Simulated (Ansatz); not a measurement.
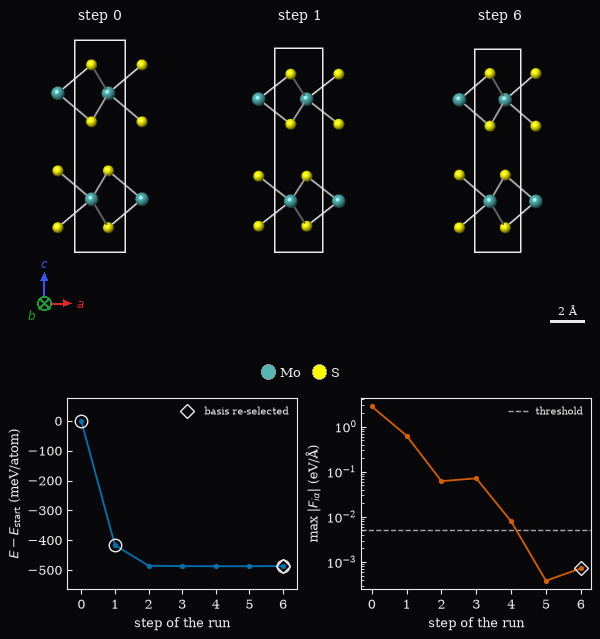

Frames of a relaxation of a crystal of MoS2 (built on the 2H (MoS2) bulk type), marked on the history of the run. The picture is a ball-and-stick view of the cell of the calculation, seen along the b axis.

All numbers below come from DFT, PBE-D3(BJ), plane waves, PAW (Ansatz).

Input
```yaml
crystal:
  lattice:
    - [3.46818458, 0.0, 0.0]
    - [-1.73409229, 3.0035359513, 0.0]
    - [0.0, 0.0, 12.60751792]
  atoms:
    - { symbol: Mo, position: [0.3333333333, 0.6666666667, 0.25] }
    - { symbol: Mo, position: [0.6666666667, 0.3333333333, 0.75] }
    - { symbol: S, position: [0.6666666667, 0.3333333333, 0.3842952269] }
    - { symbol: S, position: [0.6666666667, 0.3333333333, 0.1157047731] }
    - { symbol: S, position: [0.3333333333, 0.6666666667, 0.8842952269] }
    - { symbol: S, position: [0.3333333333, 0.6666666667, 0.6157047731] }
kpoints:
  mp_grid: { grid: [12, 12, 2] }
hamiltonian:
  xc: pbe
  dispersion: d3bj
scf:
  occupations: { method: fermi_dirac, width: 0.02 }
relax:
  f_tol: 0.005
  cell: {}
```

Run as
```bash
ansatz run input.yaml --threads 2 --pin off --max-ram 20275MiB --backend cpu --events-out ev --progress --plain --runs-dir out
```

Describe the path.

Answer. The largest moves relative to the cell, 0.058 Å, are those of S3, S4, S5 and S6. S3 goes along −c. Mo stays in place. The drawn cell changes as follows: a = b 3.468 → 3.149 Å (−9.2 %), c 12.608 → 12.089 Å (−4.1 %); the volume changes by −20.9 %. Some distances before and after: Mo1–S3 2.622 → 2.399 Å. The space group stays P6_3/mmc (No. 194). After 5 accepted moves (6 points after the start) the energy has fallen by 487 meV per atom. Largest force component: 2.8 eV/Å at the start, 0.00072 eV/Å at the end. The pressure goes from −23.45 to 0.02 GPa. The SCF was repeated once at an unchanged geometry on a basis and grid sized afresh for the cell, which shifted the energy by 0.4 meV per atom at most. Cost: 16 s on 2 threads of AMD EPYC 7R13 Processor (Zen 3) (shared host), peak memory 0.68 GiB. From step 0 to 1: S atoms move most (0.14 Å), volume −12.9 %, energy −416 meV per atom. From step 1 to 6: S atoms move most (0.08 Å), volume −9.3 %, energy −70.7 meV per atom.
